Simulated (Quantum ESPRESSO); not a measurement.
## SiO2: density-of-states run (part 2 of 2)

The same run, continued: SiO2 (P4₁2₁2, 12 atoms in the cell); Kohn-Sham DFT of a periodic cell, PW91 with D4, PseudoDojo 0.5 SR PBE stringent, no spin polarisation (Quantum ESPRESSO 7.5); cutoff 1251.72 eV, 5×5×3 k-mesh, fermi-dirac of 0.2 eV. The structure derives from an entry of the Crystallography Open Database. The settings are looser than a standard set-up, so the numbers are not reference values.

Geometry of the input (Å; fractional positions):
```
4.9820  0.0000  0.0000
0.0000  4.9820  0.0000
0.0000  0.0000  6.9630
Si 0.7010  0.7010  0.5000
Si 0.2990  0.2990  0.0000
Si 0.2010  0.7990  0.2500
Si 0.7990  0.2010  0.7500
O  0.1035  0.2399  0.8219
O  0.8965  0.7601  0.3219
O  0.2601  0.6035  0.0719
O  0.7399  0.3965  0.5719
O  0.3965  0.7399  0.4281
O  0.6035  0.2601  0.9281
O  0.2399  0.1035  0.1781
O  0.7601  0.8965  0.6781
```

Log, continued
```
   -17.8420 -17.5581 -16.8695 -16.4927 -16.0840 -16.0755 -16.0121 -16.0077
    -7.5017  -6.8682  -5.3728  -4.8488  -4.2693  -4.1223  -4.0924  -3.9015
    -1.8978  -1.5728  -1.4019  -1.3299  -1.0152  -0.9117  -0.8408  -0.5101
    -0.4077  -0.2150   0.0080   0.4558   0.4836   0.7034   0.8676   0.8725
     8.5361   9.7834  10.5850  10.6476  10.9748  11.0414  11.2871  11.7049
    11.7776  12.3052  12.3175

          k = 0.0000 0.4000 0.2385 ( 17385 PWs)   bands (ev):

   -17.7839 -17.6461 -16.7685 -16.5871 -16.0696 -16.0665 -16.0110 -16.0087
    -7.3858  -7.0850  -5.1225  -4.8623  -4.2075  -4.1634  -4.1303  -4.0143
    -1.9036  -1.7325  -1.2990  -1.2717  -0.9825  -0.9225  -0.7140  -0.5547
    -0.4529  -0.3901   0.1951   0.3013   0.4197   0.4914   0.9951   1.1159
     8.8843   9.6607  10.3179  10.6242  10.7551  11.0159  11.4016  11.5290
    11.6670  11.9665  12.6572

          k = 0.2000 0.2000 0.0000 ( 17392 PWs)   bands (ev):

   -17.9806 -17.2332 -17.2286 -16.2674 -16.0807 -16.0410 -16.0407 -16.0253
    -7.8231  -6.1468  -6.1110  -4.7251  -4.3385  -4.2082  -3.9552  -3.7993
    -1.8621  -1.7446  -1.4773  -0.9860  -0.9774  -0.9264  -0.6867  -0.6221
    -0.5815  -0.1520   0.0515   0.3249   0.4360   0.8171   0.8651   1.0756
     7.9158  10.2149  10.5701  10.6384  10.7024  11.1190  11.4068  11.8747
    11.9395  12.2549  12.6934

          k = 0.2000 0.2000 0.2385 ( 17388 PWs)   bands (ev):

   -17.8859 -17.6191 -16.8016 -16.4367 -16.0524 -16.0393 -16.0366 -16.0294
    -7.5871  -6.9597  -5.3347  -4.8419  -4.2676  -4.1494  -4.0703  -3.9255
    -1.8319  -1.5716  -1.4550  -1.3446  -1.0093  -0.9033  -0.6115  -0.5278
    -0.4104  -0.2744  -0.0010   0.3979   0.4639   0.6994   0.8357   1.0955
     8.3779   9.4788  10.5854  10.9196  11.0421  11.1967  11.2357  11.4341
    11.8495  12.3253  12.4914

          k = 0.2000 0.4000 0.0000 ( 17368 PWs)   bands (ev):

   -17.7545 -17.4652 -16.9607 -16.5933 -16.0862 -16.0761 -16.0389 -16.0354
    -7.2952  -6.6625  -5.6175  -5.0993  -4.1313  -4.0027  -3.9875  -3.8364
    -1.8501  -1.6345  -1.5378  -1.3896  -1.0175  -0.9005  -0.7478  -0.6176
    -0.5767  -0.3097   0.1357   0.4787   0.5162   0.6148   0.7595   0.8501
     8.8427   9.9437  10.3840  10.6519  11.0687  11.1760  11.3748  11.7450
    12.0782  12.3477  12.4468

          k = 0.2000 0.4000 0.2385 ( 17377 PWs)   bands (ev):

   -17.6982 -17.5604 -16.8524 -16.6769 -16.0742 -16.0702 -16.0397 -16.0386
    -7.1823  -6.8880  -5.3708  -5.1286  -4.1012  -4.0411  -4.0148  -3.9211
    -1.9037  -1.7462  -1.3699  -1.3541  -1.1174  -1.0183  -0.6534  -0.4490
    -0.4162  -0.3089   0.0933   0.2496   0.3053   0.5012   0.9438   1.0350
     9.1783   9.8521  10.4036  10.7271  10.8936  11.1137  11.3442  11.4779
    11.7630  11.9170  12.6175

          k = 0.4000 0.4000 0.0000 ( 17366 PWs)   bands (ev):

   -17.5174 -17.2167 -17.2045 -16.8739 -16.0884 -16.0791 -16.0722 -16.0660
    -6.7808  -6.2106  -6.1089  -5.5871  -3.9345  -3.8779  -3.7943  -3.7362
    -1.7734  -1.6643  -1.6210  -1.4721  -1.1746  -1.0875  -0.9351  -0.8621
    -0.4109  -0.0670  -0.0592   0.2763   0.6094   0.6658   0.6963   0.7861
     9.5544  10.1922  10.3443  10.3522  11.2382  11.2627  11.4669  11.6960
    12.5498  12.5755  12.6726

          k = 0.4000 0.4000 0.2385 ( 17380 PWs)   bands (ev):

   -17.4756 -17.3634 -17.0508 -16.9237 -16.0833 -16.0778 -16.0744 -16.0706
    -6.6966  -6.4765  -5.8236  -5.6269  -3.9215  -3.8958  -3.8399  -3.8032
    -1.8605  -1.7526  -1.5403  -1.4479  -1.2317  -1.0700  -0.8132  -0.6652
    -0.2627  -0.1632   0.0184   0.0882   0.4010   0.5762   0.8192   0.8494
     9.8680  10.2875  10.5271  10.6704  11.1156  11.2958  11.3640  11.4521
    11.6703  11.8441  12.2649

     the Fermi energy is     4.5124 ev

!    total energy              =    -300.79544543 Ry
     estimated scf accuracy    <          1.0E-09 Ry
     smearing contrib. (-TS)   =      -0.00000005 Ry
     internal energy E=F+TS    =    -300.79544538 Ry

     The total energy is F=E-TS. E is the sum of the following terms:
     one-electron contribution =    -181.58390814 Ry
     hartree contribution      =     122.74579866 Ry
     xc contribution           =     -82.03682370 Ry
     ewald contribution        =    -159.92051220 Ry

     convergence has been achieved in   9 iterations

     Forces acting on atoms (cartesian axes, Ry/au):

     atom    1 type  1   force =    -0.00427647   -0.00427647    0.00000000
     atom    2 type  1   force =     0.00427647    0.00427647    0.00000000
     atom    3 type  1   force =    -0.00427647    0.00427647   -0.00000000
     atom    4 type  1   force =     0.00427647   -0.00427647   -0.00000000
     atom    5 type  2   force =     0.00285362   -0.00312104   -0.01394322
     atom    6 type  2   force =    -0.00285362    0.00312104   -0.01394322
     atom    7 type  2   force =     0.00312104    0.00285362   -0.01394322
     atom    8 type  2   force =    -0.00312104   -0.00285362   -0.01394322
     atom    9 type  2   force =    -0.00285362   -0.00312104    0.01394322
     atom   10 type  2   force =     0.00285362    0.00312104    0.01394322
     atom   11 type  2   force =    -0.00312104    0.00285362    0.01394322
     atom   12 type  2   force =     0.00312104   -0.00285362    0.01394322

     Total force =     0.042950     Total SCF correction =     0.000011

     Computing stress (Cartesian axis) and pressure

          total   stress  (Ry/bohr**3)                   (kbar)     P=       59.50
   0.00039070   0.00000000   0.00000000           57.47        0.00        0.00
   0.00000000   0.00039070   0.00000000            0.00       57.47        0.00
   0.00000000   0.00000000   0.00043206            0.00        0.00       63.56

=------------------------------------------------------------------------------=
   JOB DONE.
=------------------------------------------------------------------------------=
```

File pp_density.out
```
This program is part of the open-source Quantum ESPRESSO suite
     for quantum simulation of materials; please cite
         "P. Giannozzi et al., J. Phys.:Condens. Matter 21 395502 (2009);
         "P. Giannozzi et al., J. Phys.:Condens. Matter 29 465901 (2017);
         "P. Giannozzi et al., J. Chem. Phys. 152 154105 (2020);
          URL
     in publications or presentations arising from this work. More details at

     ./tmp/pwscf.save/

     IMPORTANT: XC functional enforced from input :
     Exchange-correlation= PW91
                           (   1   4   2   2   0   0   0)
     Any further DFT definition will be discarded
     Please, verify this is what you really want

     G-vector sticks info
     --------------------
     sticks:   dense  smooth     PW     G-vecs:    dense   smooth      PW
     Sum        2593    2593    697               139041   139041   19649

     Using Slab Decomposition

     Calling punch_plot, plot_num =   0
     Writing data to file  density.dat
     Reading data from file  density.dat

     Writing data to be plotted to file density.cube
     Plot Type: 3D                     Output format: Gaussian cube

=------------------------------------------------------------------------------=
   JOB DONE.
=------------------------------------------------------------------------------=
```

File pp_potential.out
```
This program is part of the open-source Quantum ESPRESSO suite
     for quantum simulation of materials; please cite
         "P. Giannozzi et al., J. Phys.:Condens. Matter 21 395502 (2009);
         "P. Giannozzi et al., J. Phys.:Condens. Matter 29 465901 (2017);
         "P. Giannozzi et al., J. Chem. Phys. 152 154105 (2020);
          URL
     in publications or presentations arising from this work. More details at

     ./tmp/pwscf.save/

     IMPORTANT: XC functional enforced from input :
     Exchange-correlation= PW91
                           (   1   4   2   2   0   0   0)
     Any further DFT definition will be discarded
     Please, verify this is what you really want

     G-vector sticks info
     --------------------
     sticks:   dense  smooth     PW     G-vecs:    dense   smooth      PW
     Sum        2593    2593    697               139041   139041   19649

     Using Slab Decomposition

     Calling punch_plot, plot_num =  11
     Writing data to file  potential.dat
     Reading data from file  potential.dat

     Writing data to be plotted to file potential.cube
     Plot Type: 3D                     Output format: Gaussian cube

=------------------------------------------------------------------------------=
   JOB DONE.
=------------------------------------------------------------------------------=
```

File pp_elf.out
```
This program is part of the open-source Quantum ESPRESSO suite
     for quantum simulation of materials; please cite
         "P. Giannozzi et al., J. Phys.:Condens. Matter 21 395502 (2009);
         "P. Giannozzi et al., J. Phys.:Condens. Matter 29 465901 (2017);
         "P. Giannozzi et al., J. Chem. Phys. 152 154105 (2020);
          URL
     in publications or presentations arising from this work. More details at

     ./tmp/pwscf.save/

     IMPORTANT: XC functional enforced from input :
     Exchange-correlation= PW91
                           (   1   4   2   2   0   0   0)
     Any further DFT definition will be discarded
     Please, verify this is what you really want

     G-vector sticks info
     --------------------
     sticks:   dense  smooth     PW     G-vecs:    dense   smooth      PW
     Sum        2593    2593    697               139041   139041   19649

     Using Slab Decomposition

     Calling punch_plot, plot_num =   8
     Message from routine do_elf_kin:
     elf/kin + US not fully implemented
     Writing data to file  elf.dat
     Reading data from file  elf.dat

     Writing data to be plotted to file elf.cube
     Plot Type: 3D                     Output format: Gaussian cube

=------------------------------------------------------------------------------=
   JOB DONE.
=------------------------------------------------------------------------------=
```

File dos.out
```
This program is part of the open-source Quantum ESPRESSO suite
     for quantum simulation of materials; please cite
         "P. Giannozzi et al., J. Phys.:Condens. Matter 21 395502 (2009);
         "P. Giannozzi et al., J. Phys.:Condens. Matter 29 465901 (2017);
         "P. Giannozzi et al., J. Chem. Phys. 152 154105 (2020);
          URL
     in publications or presentations arising from this work. More details at

     ./tmp/pwscf.save/

     IMPORTANT: XC functional enforced from input :
     Exchange-correlation= PW91
                           (   1   4   2   2   0   0   0)
     Any further DFT definition will be discarded
     Please, verify this is what you really want

     G-vector sticks info
     --------------------
     sticks:   dense  smooth     PW     G-vecs:    dense   smooth      PW
     Sum        2593    2593    725               139041   139041   20167

     Using Slab Decomposition

     Optimized tetrahedron method used

     [opt_tetra]  Optimized tetrahedron method is used.

=------------------------------------------------------------------------------=
   JOB DONE.
=------------------------------------------------------------------------------=
```

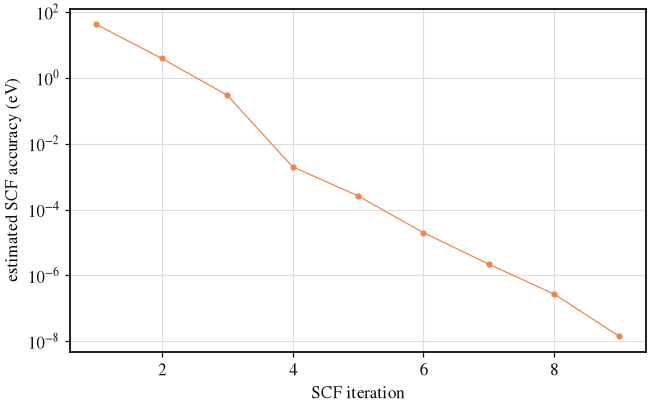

Convergence of the self-consistent field: estimated SCF accuracy against the iteration. The field takes 9 iterations in all.

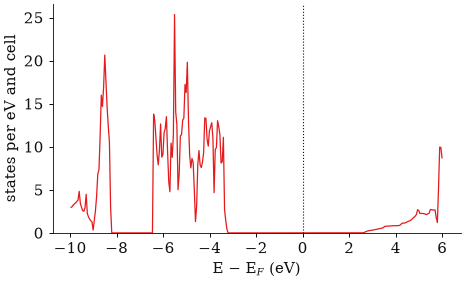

Density of states from the levels on the mesh of the run, whose fine structure reflects that mesh, with energies from the Fermi level of the run. At the top of the window the curve may fall because the computed bands end.
